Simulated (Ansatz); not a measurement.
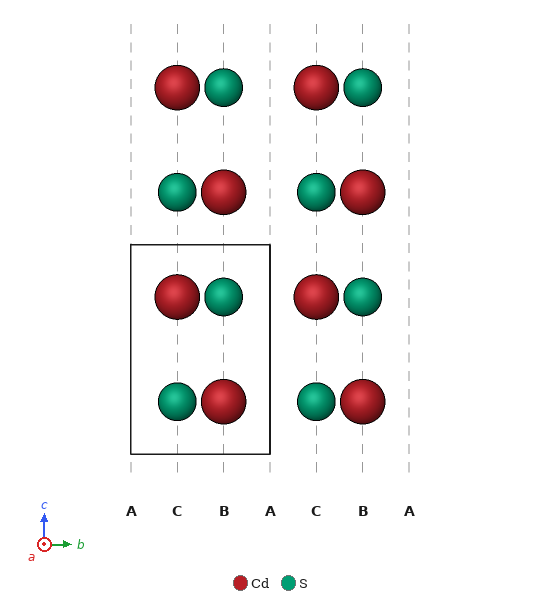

The picture looks along a close-packed row of the hexagonal mesh; c points upwards. The dashed lines mark the three columns A (0, 0), B (1/3, 2/3) and C (2/3, 1/3). The sequence starts with the first layer at or above the cell's origin.

CdS (space group P6_3/mmc, No. 194). Coordinates: the input geometry of an electronic-structure calculation (not necessarily at equilibrium); the starting structure was generated, so it need not be a known form of this composition.

Give the sequence of layers in one repeat, with element and column.

Cd(B)+S(C) – S(B)+Cd(C) (two layers in 5.75 Å).
